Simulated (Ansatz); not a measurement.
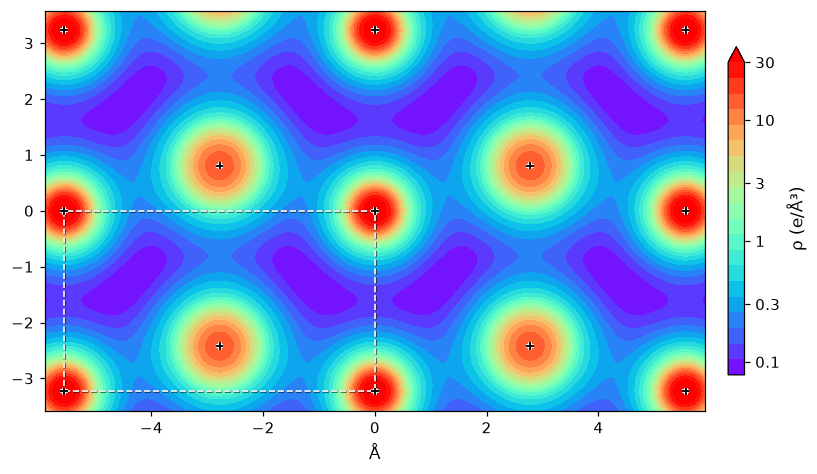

The valence charge density (pseudo) on a plane through atoms (crosses mark nuclei in the plane).

These are results of DFT LDA, scalar-relativistic, plane waves, PAW in Ansatz, not measurements.

Candidates:
A. GaSb, a = 5.56 Å, b = 5.56 Å, c = 3.23 Å, α = 90.00°, β = 90.00°, γ = 90.00°. Space group I-4m2; a structure from a database of computed crystals, not necessarily the ambient phase; computed pressure about −6 GPa in this cell; PAW files of the earlier set (soft_1).
B. TaN, a = 4.35 Å, b = 4.35 Å, c = 4.35 Å, α = 90.00°, β = 90.00°, γ = 90.00°. Space group Fm-3m; PAW files of the earlier set (soft_1).

Which candidate gave the map?

Candidate A: GaSb on the (010) plane of the conventional cell, which holds Ga and Sb. Ga–Sb (2.89 Å): ρ is about 0.27 e/Å³ halfway.
